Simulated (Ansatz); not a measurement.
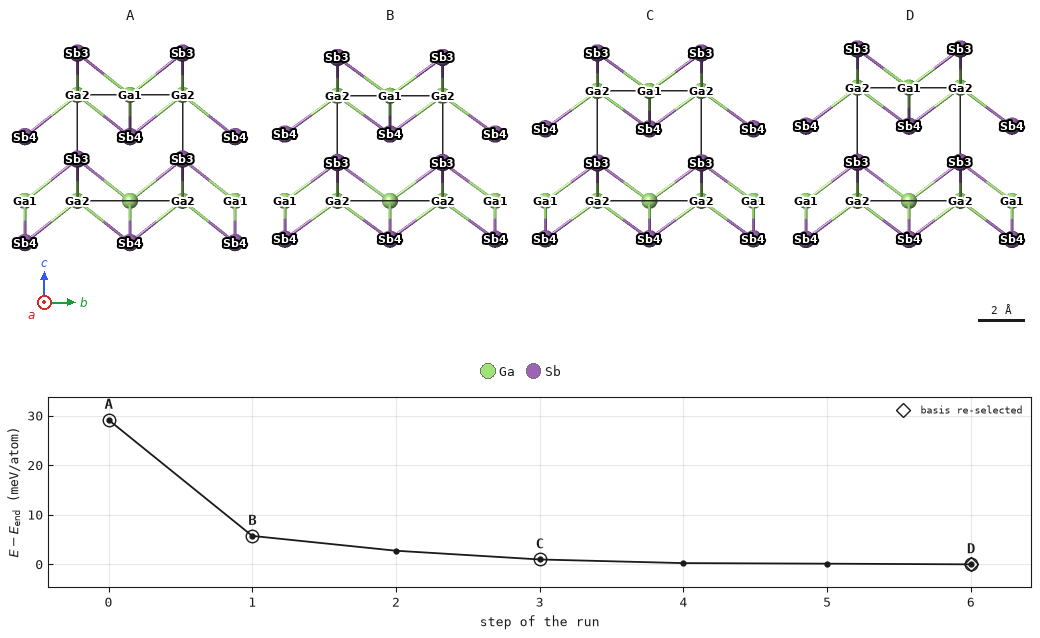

Frames of a relaxation of solid GaSb (a generated structure, set up in P4/nmm), marked on the history of the run. A ball-and-stick model of the cell of the calculation, seen along the a axis.

Case: Bi → Sb, In → Ga on all its sites, cell and atoms relaxed.

Level of theory: DFT PBE, scalar-relativistic, plane waves, PAW (Ansatz 0.2.0).

Input
```yaml
crystal:
  lattice:
    - [4.6375825458, 0.0, 0.0]
    - [0.0, 4.6375825458, 0.0]
    - [0.0, 0.0, 4.6747893442]
  atoms:
    - { symbol: Ga, position: [0.5, 0.5, 0.0] }
    - { symbol: Ga, position: [0.0, 0.0, 0.0] }
    - { symbol: Sb, position: [0.5, 0.0, 0.3939099258] }
    - { symbol: Sb, position: [0.0, 0.5, 0.6060900742] }
basis:
  ecutwfc: 420
kpoints:
  mp_grid: { grid: [10, 10, 10] }
hamiltonian:
  xc: pbe
scf:
  occupations: { method: gaussian, width: 0.1 }
output:
  forces: true
  stress: true
  eigenvalues: true
relax:
  adjacent_minimum: "off"
  f_tol: 0.01
  max_steps: 60
  cell: { stress_tol: 0.1 }
```

Command:
```bash
ansatz run input.yaml --threads 1 --pin off --max-ram 2560MiB --backend cpu --events-out ev --progress --plain --runs-dir out
```

Describe the path.

Answer. The largest moves relative to the cell, 0.27 Å, are those of Sb3 and Sb4. Sb3 goes along −c. Ga stays in place. The volume changes by +2.6 %, with a = b 4.638 → 4.543 Å (−2.0 %), c 4.675 → 4.997 Å (+6.9 %). Near-neighbour distances that change, for instance: Ga1–Sb3 2.961 → 2.838 Å. Among the angles between lasting bonds that change: Sb3–Ga1–Sb3 103.1° → 106.3°, Ga1–Sb3–Ga1 103.1° → 106.3°. The space group stays P4/nmm (No. 129). After 5 accepted moves (6 points after the start) the energy has fallen by 29.2 meV per atom. The largest force component goes from 0.49 to 0.0028 eV/Å. The pressure goes from −1.17 to 0.04 GPa. At 1 point the geometry stayed and the basis and grid were re-selected for the new cell (energy shift of 0.1 meV per atom at most each time). From step 0 to 1: Sb atoms move most (0.14 Å), volume −0.8 %, energy −23.4 meV per atom. From step 1 to 3: Sb atoms move most (0.10 Å), volume +2.4 %, energy −4.8 meV per atom. From step 3 to 6: Sb atoms move most (0.02 Å), volume +1.0 %, energy −1.0 meV per atom.

```json
{"step": "0", "E − E(0), meV/atom": "0.00", "largest force component, eV/Å": "0.4912", "pressure, GPa": "-1.17", "volume, Å³/atom": "25.135", "note": ""}
{"step": "1", "E − E(0), meV/atom": "-23.43", "largest force component, eV/Å": "0.0912", "pressure, GPa": "0.10", "volume, Å³/atom": "24.937", "note": ""}
{"step": "2", "E − E(0), meV/atom": "-26.42", "largest force component, eV/Å": "0.0408", "pressure, GPa": "-0.11", "volume, Å³/atom": "25.493", "note": ""}
{"step": "3", "E − E(0), meV/atom": "-28.18", "largest force component, eV/Å": "0.0507", "pressure, GPa": "0.16", "volume, Å³/atom": "25.531", "note": ""}
{"step": "4", "E − E(0), meV/atom": "-28.92", "largest force component, eV/Å": "0.0321", "pressure, GPa": "-0.19", "volume, Å³/atom": "25.812", "note": ""}
{"step": "5", "E − E(0), meV/atom": "-29.03", "largest force component, eV/Å": "0.0030", "pressure, GPa": "0.04", "volume, Å³/atom": "25.788", "note": ""}
{"step": "6", "E − E(0), meV/atom": "-29.17", "largest force component, eV/Å": "0.0028", "pressure, GPa": "0.04", "volume, Å³/atom": "25.788", "note": "same geometry, new basis"}
```
